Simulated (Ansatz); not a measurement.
**Geometry relaxation, with input and output: ZnSnP₂ (part 3 of 3)**

ZnSnP₂ (slab, 28 atoms in the cell); DFT PBEsol, scalar-relativistic, plane waves, PAW, no spin polarisation (Ansatz 0.2.0); cutoff 420 eV, 4×4×1 k-mesh, Gaussian smearing of 0.05 eV. The structure derives from a Materials Project entry.

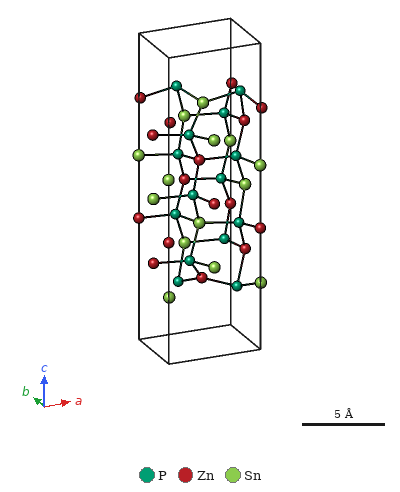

Fig. 1: The geometry at step 4 of the log (ball-and-stick view of the cell of the calculation, with the vacuum cut short, seen slightly off an axis).

Trajectory as extended XYZ (Å, eV, eV/Å), 7 frames, from step=1 to step=7
```
28
Lattice="6.9009 0.0000 0.0000 2.3217 6.4986 0.0000 0.0000 0.0000 27.1197" Properties=species:S:1:pos:R:3:forces:R:3 step=1 energy=-74973.67863
P     4.6755    5.6066    7.5000   -0.1299  -0.0063  -0.7278
Zn    4.6113    3.2493    7.5974    0.9316   0.4356   1.1081
Sn    0.0000    0.0000    7.5974    0.4548   0.7788   0.6584
P     6.8528    2.5166    7.6949   -0.3002  -0.3832  -0.7199
P     3.4024    2.5166    9.4875   -0.4523  -0.1801  -0.2770
Zn    1.1609    3.2493    9.5849   -0.0917  -0.0952   0.0305
Sn    3.4505    0.0000    9.5849   -0.2827  -0.2635  -0.0177
P     8.1259    5.6066    9.6824   -0.2326  -0.3429  -0.2078
P     6.9651    2.3573   11.4750   -0.0272  -0.0837  -0.0659
Zn    0.0000    0.0000   11.5724    0.1616   0.0890   0.0672
Sn    4.6113    3.2493   11.5724    0.1730   0.1599  -0.0307
P     4.5632    5.7660   11.6698   -0.0404  -0.0068   0.1071
P     8.0137    5.7660   13.4624   -0.1106  -0.0258  -0.0365
Zn    3.4505    0.0000   13.5599   -0.0721  -0.0508   0.0000
Sn    1.1609    3.2493   13.5599   -0.0706  -0.0497   0.0000
P     3.5146    2.3573   13.6573   -0.0615  -0.0955   0.0365
P     4.6755    5.6066   15.4499   -0.0200  -0.0358  -0.1071
Zn    4.6113    3.2493   15.5473    0.1382   0.1222  -0.0672
Sn    0.0000    0.0000   15.5473    0.2087   0.1091   0.0307
P     6.8528    2.5166   15.6448   -0.0880   0.0025   0.0659
P     3.4024    2.5166   17.4374   -0.4011  -0.1036   0.2078
Zn    1.1609    3.2493   17.5348   -0.1205  -0.0543  -0.0305
Sn    3.4505    0.0000   17.5348   -0.3432  -0.1776   0.0177
P     8.1259    5.6066   17.6323   -0.3218  -0.3654   0.2770
P     6.9651    2.3573   19.4249   -0.4619  -0.1537   0.7199
Zn    0.0000    0.0000   19.5223    0.7237   0.7307  -1.1081
Sn    4.6113    3.2493   19.5223    0.8865   0.1663  -0.6584
P     4.5632    5.7660   19.6197   -0.0497  -0.1202   0.7278
28
Lattice="6.9009 0.0000 0.0000 2.3217 6.4986 0.0000 0.0000 0.0000 27.1197" Properties=species:S:1:pos:R:3:forces:R:3 step=2 energy=-74974.86646
P     4.7000    5.6521    7.3909   -0.0655  -0.1434  -0.3831
Zn    4.7102    3.3220    7.7437    0.4902   0.1730   0.8394
Sn    0.0804    0.0893    7.7164    0.2628   0.4779   0.7877
P     6.8935    2.5220    7.6069   -0.1384   0.0191  -0.7622
P     3.3526    2.4773    9.4861   -0.1047  -0.0064  -0.1424
Zn    1.1246    3.2189    9.5648   -0.0454  -0.1484   0.0590
Sn    3.3955   -0.0505    9.5632   -0.0336   0.0729  -0.0694
P     8.0864    5.5691    9.6794   -0.1612  -0.2591  -0.3107
P     6.9526    2.3389   11.4677   -0.0238  -0.0009   0.0130
Zn   -0.0106   -0.0139   11.5656    0.0241   0.0430   0.0893
Sn    4.6118    3.2519   11.5595   -0.0953  -0.1692  -0.0110
P     4.5486    5.7580   11.6802   -0.0701  -0.0236  -0.0362
P     8.0024    5.7584   13.4633   -0.0342  -0.0549   0.0156
Zn    3.4400   -0.0074   13.5599    0.0553   0.0390  -0.0002
Sn    1.1417    3.2358   13.5599   -0.0420  -0.0296  -0.0003
P     3.5037    2.3493   13.6565   -0.0633  -0.0138  -0.0148
P     4.6630    5.5955   15.4395   -0.0457  -0.0581   0.0369
Zn    4.5947    3.2441   15.5542    0.0486   0.0082  -0.0897
Sn    0.0027   -0.0004   15.5602   -0.1916  -0.0328   0.0103
P     6.8312    2.5111   15.6520   -0.0090  -0.0222  -0.0124
P     3.3537    2.4920   17.4404   -0.2980  -0.0645   0.3110
Zn    1.1201    3.2254   17.5549   -0.1551   0.0071  -0.0593
Sn    3.3844   -0.0348   17.5565    0.0573  -0.0563   0.0690
P     8.0722    5.5730   17.6337   -0.0413  -0.0964   0.1431
P     6.9838    2.3938   19.5128   -0.0286  -0.1366   0.7621
Zn    0.1017    0.0686   19.3760    0.3276   0.4033  -0.8396
Sn    4.7225    3.2950   19.4033    0.5379   0.0862  -0.7872
P     4.6143    5.7737   19.7288   -0.1569  -0.0136   0.3830
28
Lattice="6.9009 0.0000 0.0000 2.3217 6.4986 0.0000 0.0000 0.0000 27.1197" Properties=species:S:1:pos:R:3:forces:R:3 step=3 energy=-74975.58669
P     4.7032    5.6548    7.3434   -0.1072  -0.0097   0.0325
Zn    4.7860    3.3564    7.8658    0.2126   0.0663   0.5310
Sn    0.1528    0.1859    7.8696    0.1714  -0.0207   0.4410
P     6.9289    2.5551    7.4909   -0.0545   0.2264  -0.4350
P     3.3210    2.4707    9.4874    0.1781   0.0849  -0.1053
Zn    1.0919    3.1801    9.5411   -0.1488  -0.1335  -0.0924
Sn    3.3814   -0.0465    9.5447    0.0370  -0.0699  -0.1255
P     8.0559    5.5230    9.6666   -0.0038   0.0721  -0.1191
P     6.9391    2.3298   11.4667   -0.0359  -0.0067   0.0264
Zn   -0.0213   -0.0239   11.5575   -0.0464  -0.0635   0.0348
Sn    4.5919    3.2269   11.5609   -0.1489  -0.0605   0.0288
P     4.5393    5.7450   11.6713   -0.0367  -0.0512  -0.0673
P     7.9893    5.7461   13.4560   -0.0125  -0.0194   0.0254
Zn    3.4297   -0.0146   13.5599    0.0107   0.0075   0.0002
Sn    1.1276    3.2259   13.5598   -0.0313  -0.0220   0.0006
P     3.4878    2.3410   13.6637   -0.0223  -0.0052  -0.0264
P     4.6477    5.5912   15.4484   -0.0608  -0.0174   0.0665
Zn    4.5817    3.2373   15.5622   -0.0753  -0.0222  -0.0345
Sn   -0.0277   -0.0108   15.5588   -0.1069  -0.1200  -0.0276
P     6.8182    2.5014   15.6531   -0.0183  -0.0315  -0.0272
P     3.3001    2.4788   17.4531    0.0660  -0.0282   0.1189
Zn    1.0725    3.2076   17.5786   -0.1757  -0.0951   0.0926
Sn    3.3835   -0.0493   17.5750   -0.0534   0.0583   0.1261
P     8.0553    5.5454   17.6323    0.1399   0.1392   0.1045
P     7.0268    2.4161   19.6288    0.1951  -0.1279   0.4351
Zn    0.1596    0.1285   19.2539    0.1342   0.1781  -0.5307
Sn    4.8376    3.3305   19.2503    0.0387   0.1690  -0.4413
P     4.6179    5.7758   19.7762   -0.0454  -0.0974  -0.0324
28
Lattice="6.9009 0.0000 0.0000 2.3217 6.4986 0.0000 0.0000 0.0000 27.1197" Properties=species:S:1:pos:R:3:forces:R:3 step=4 energy=-74975.87317
P     4.6909    5.6703    7.3763   -0.0005  -0.0441   0.0937
Zn    4.8805    3.4058    8.0289    0.0846  -0.0505   0.0439
Sn    0.2142    0.2654    8.0135   -0.0429   0.0484  -0.0309
P     6.9658    2.6015    7.3694   -0.1408  -0.0309   0.1140
P     3.3150    2.4749    9.4981    0.2071   0.0120  -0.0227
Zn    1.0574    3.1454    9.5028   -0.0784  -0.0478  -0.1933
Sn    3.4012   -0.0492    9.5418    0.0396   0.0474  -0.0166
P     8.0522    5.4976    9.6623    0.0815   0.1724   0.0636
P     6.9085    2.3172   11.4557   -0.0436   0.0034   0.0562
Zn   -0.0400   -0.0427   11.5651   -0.0687  -0.1004   0.0067
Sn    4.5512    3.2097   11.5814   -0.0694  -0.0161  -0.0040
P     4.5237    5.7273   11.6538    0.0288   0.0311   0.0407
P     7.9578    5.7201   13.4517    0.0195   0.0169  -0.0455
Zn    3.4016   -0.0345   13.5599   -0.0631  -0.0443  -0.0009
Sn    1.0925    3.2011   13.5599    0.0037   0.0023  -0.0019
P     3.4526    2.3201   13.6680    0.0220   0.0125   0.0487
P     4.6258    5.5823   15.4659    0.0395   0.0168  -0.0376
Zn    4.5576    3.2260   15.5546   -0.1178  -0.0314  -0.0080
Sn   -0.0575   -0.0433   15.5385   -0.0393  -0.0598   0.0003
P     6.7960    2.4768   15.6640   -0.0116  -0.0425  -0.0533
P     3.2748    2.4838   17.4574    0.1912   0.0197  -0.0617
Zn    1.0282    3.1868   17.6169   -0.0715  -0.0579   0.1922
Sn    3.3875   -0.0300   17.5780    0.0581   0.0219   0.0141
P     8.0573    5.5384   17.6216    0.0809   0.1912   0.0253
P     7.0830    2.4352   19.7503   -0.0771  -0.1217  -0.1137
Zn    0.2379    0.2009   19.0908   -0.0199   0.0962  -0.0445
Sn    4.9335    3.3620   19.1060    0.0292  -0.0582   0.0314
P     4.6284    5.7592   19.7435   -0.0415   0.0133  -0.0933
28
Lattice="6.9009 0.0000 0.0000 2.3217 6.4986 0.0000 0.0000 0.0000 27.1197" Properties=species:S:1:pos:R:3:forces:R:3 step=5 energy=-74975.89891
P     4.6947    5.6714    7.4143   -0.0076  -0.0081   0.0125
Zn    4.9013    3.4141    8.0702   -0.0121  -0.0238  -0.0095
Sn    0.2114    0.2748    8.0219    0.0216  -0.0579   0.0144
P     6.9490    2.5987    7.3791   -0.0167   0.0528  -0.0143
P     3.3287    2.4825    9.5084    0.0029   0.0217  -0.0160
Zn    1.0533    3.1469    9.4895   -0.0116  -0.0093  -0.0770
Sn    3.4146   -0.0342    9.5622   -0.0105   0.0035   0.0085
P     8.0612    5.5115    9.6742    0.0154   0.0031   0.0156
P     6.8940    2.3160   11.4544    0.0042   0.0153   0.0380
Zn   -0.0474   -0.0488   11.5747   -0.0110  -0.0257   0.0078
Sn    4.5369    3.2130   11.5955    0.0123   0.0097   0.0310
P     4.5190    5.7313   11.6615    0.0180   0.0258   0.0133
P     7.9461    5.7115   13.4450    0.0230   0.0094  -0.0092
Zn    3.3915   -0.0415   13.5599   -0.0355  -0.0251   0.0007
Sn    1.0814    3.1933   13.5597   -0.0200  -0.0139   0.0021
P     3.4406    2.3120   13.6749    0.0171   0.0188   0.0066
P     4.6280    5.5767   15.4584    0.0297   0.0080  -0.0160
Zn    4.5495    3.2211   15.5450   -0.0274  -0.0013  -0.0069
Sn   -0.0593   -0.0578   15.5240    0.0140   0.0081  -0.0269
P     6.7900    2.4636   15.6654    0.0160  -0.0009  -0.0405
P     3.2910    2.4877   17.4456    0.0066   0.0127  -0.0169
Zn    1.0282    3.1825   17.6302   -0.0129  -0.0076   0.0779
Sn    3.4062   -0.0222   17.5573   -0.0005  -0.0120  -0.0056
P     8.0689    5.5488   17.6114    0.0214  -0.0046   0.0138
P     7.0745    2.4202   19.7406    0.0445  -0.0338   0.0140
Zn    0.2526    0.2175   19.0495   -0.0256  -0.0030   0.0102
Sn    4.9409    3.3555   19.0981   -0.0452   0.0416  -0.0143
P     4.6306    5.7620   19.7053   -0.0102  -0.0035  -0.0130
28
Lattice="6.9009 0.0000 0.0000 2.3217 6.4986 0.0000 0.0000 0.0000 27.1197" Properties=species:S:1:pos:R:3:forces:R:3 step=6 energy=-74975.89485 accepted=F
P     4.7000    5.6699    7.4165   -0.0190  -0.0108  -0.0005
Zn    4.8793    3.4075    8.0629    0.0070  -0.0308   0.0176
Sn    0.2088    0.2528    8.0268    0.0011  -0.0040   0.0190
P     6.9101    2.5684    7.3485    0.0267   0.0693  -0.0061
P     3.3168    2.4912    9.5192    0.0478   0.0112  -0.0424
Zn    1.0400    3.1466    9.4258   -0.0087   0.0292   0.0462
Sn    3.4162   -0.0250    9.5625    0.0017  -0.0006   0.0284
P     8.0607    5.5125    9.6966    0.0028  -0.0412  -0.0651
P     6.9110    2.3409   11.4409   -0.0403  -0.0530   0.0065
Zn   -0.0402   -0.0254   11.5828   -0.0059  -0.0245   0.0045
Sn    4.5500    3.2223   11.6002   -0.0409   0.0187   0.0011
P     4.5224    5.7429   11.6633    0.0128  -0.0033  -0.0024
P     7.9539    5.7195   13.4447    0.0140   0.0056   0.0063
Zn    3.3967   -0.0380   13.5597   -0.0071  -0.0047   0.0003
Sn    1.0887    3.1986   13.5600    0.0394   0.0276  -0.0003
P     3.4506    2.3165   13.6751    0.0106   0.0118  -0.0065
P     4.6402    5.5762   15.4564    0.0008   0.0125   0.0023
Zn    4.5737    3.2203   15.5369   -0.0249   0.0022  -0.0042
Sn   -0.0461   -0.0488   15.5197    0.0039  -0.0440  -0.0012
P     6.8188    2.4711   15.6789   -0.0626  -0.0196  -0.0068
P     3.2916    2.4870   17.4232   -0.0383   0.0163   0.0648
Zn    1.0233    3.1700   17.6937    0.0243  -0.0180  -0.0456
Sn    3.4154   -0.0238   17.5574   -0.0001   0.0011  -0.0285
P     8.0731    5.5345   17.6006    0.0263   0.0408   0.0420
P     7.0330    2.3937   19.7711    0.0744   0.0018   0.0062
Zn    0.2391    0.1989   19.0568   -0.0262   0.0171  -0.0173
Sn    4.9194    3.3606   19.0930   -0.0028   0.0031  -0.0192
P     4.6310    5.7675   19.7032   -0.0167  -0.0136   0.0006
28
Lattice="6.9009 0.0000 0.0000 2.3217 6.4986 0.0000 0.0000 0.0000 27.1197" Properties=species:S:1:pos:R:3:forces:R:3 step=7 energy=-74975.90317
P     4.6993    5.6643    7.4184   -0.0024   0.0094   0.0072
Zn    4.8974    3.4044    8.0662   -0.0063  -0.0154   0.0006
Sn    0.2158    0.2648    8.0235    0.0027  -0.0073  -0.0012
P     6.9376    2.5883    7.3600    0.0045   0.0048  -0.0015
P     3.3270    2.4865    9.5097    0.0013   0.0044   0.0003
Zn    1.0460    3.1419    9.4591   -0.0039   0.0007   0.0011
Sn    3.4181   -0.0309    9.5642    0.0065   0.0031   0.0004
P     8.0640    5.5072    9.6781   -0.0004  -0.0001  -0.0010
P     6.8968    2.3209   11.4507   -0.0006   0.0095  -0.0010
Zn   -0.0454   -0.0467   11.5764   -0.0052  -0.0072  -0.0023
Sn    4.5399    3.2207   11.5991    0.0071  -0.0050  -0.0033
P     4.5228    5.7394   11.6638    0.0016   0.0014  -0.0025
P     7.9507    5.7138   13.4444    0.0008  -0.0054   0.0008
Zn    3.3936   -0.0401   13.5598    0.0014   0.0010   0.0001
Sn    1.0826    3.1941   13.5599   -0.0026  -0.0019  -0.0003
P     3.4443    2.3155   13.6754   -0.0048   0.0025  -0.0008
P     4.6369    5.5775   15.4559    0.0019   0.0013   0.0027
Zn    4.5521    3.2223   15.5433   -0.0088  -0.0027   0.0027
Sn   -0.0510   -0.0577   15.5207   -0.0026   0.0083   0.0029
P     6.7955    2.4646   15.6690    0.0087  -0.0037   0.0011
P     3.2878    2.4917   17.4416    0.0002  -0.0001   0.0007
Zn    1.0210    3.1773   17.6606   -0.0002  -0.0040  -0.0008
Sn    3.4104   -0.0202   17.5556    0.0054   0.0061  -0.0007
P     8.0721    5.5457   17.6101    0.0048  -0.0003  -0.0003
P     7.0611    2.4131   19.7597    0.0060   0.0027   0.0014
Zn    0.2422    0.2172   19.0535   -0.0168  -0.0006  -0.0005
Sn    4.9334    3.3636   19.0961   -0.0065   0.0042   0.0016
P     4.6254    5.7690   19.7015    0.0081  -0.0057  -0.0073
```

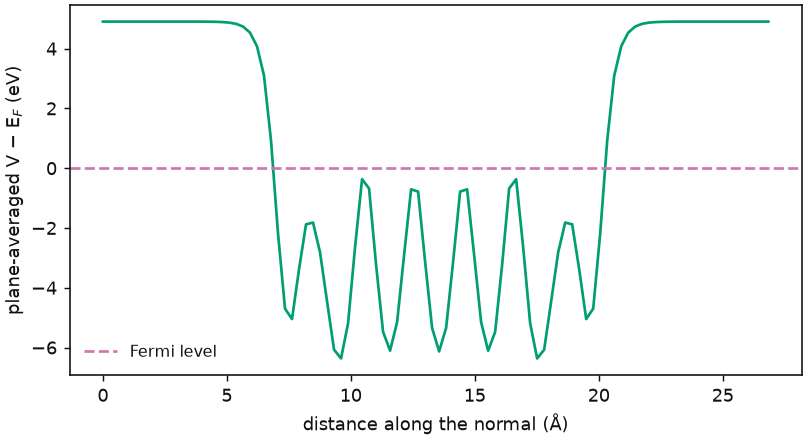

Fig. 2: Plane average of the electrostatic potential energy of an electron across the cell, from the Fermi level. The vacuum level lies 4.90 eV above the Fermi level.

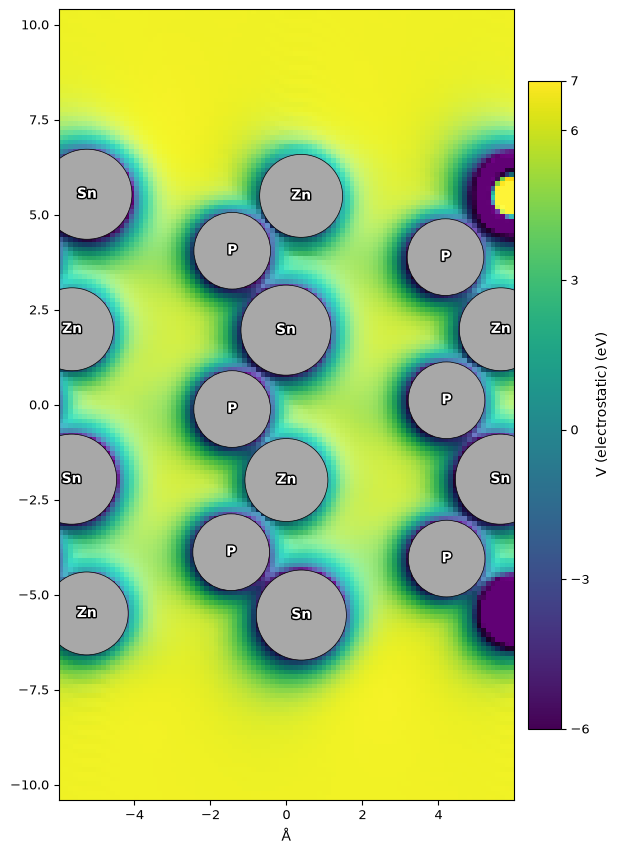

Fig. 3: Electrostatic potential (local pseudopotential plus Hartree) felt by an electron on the (11̄0) plane of the calculation cell, a cut from vacuum to vacuum. Grey discs, where drawn, cover atomic cores. Core electrons are frozen (PAW), so the fields are smoothed inside the atomic spheres.

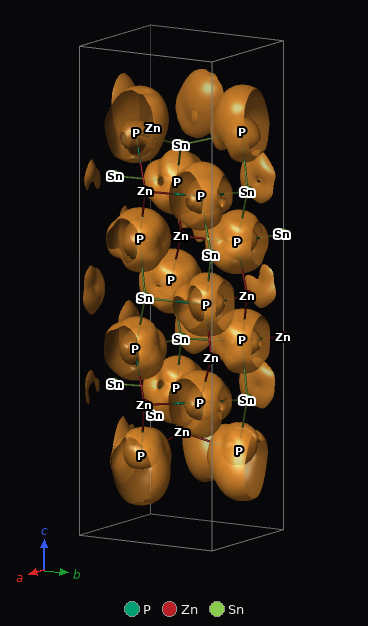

Fig. 4: Isosurface of the electron localisation function at 0.7 (orange), seen slightly off an axis. Core shells and regions of very low density are left out. Sticks mark near contacts. Counts are for one cell; the picture repeats the cell along the surface. Profiles from the grid: Zn–P (2.31 Å): the ELF is about 0.65 at the midpoint. Sn–P (2.42 Å): the ELF is about 0.60 at the midpoint.
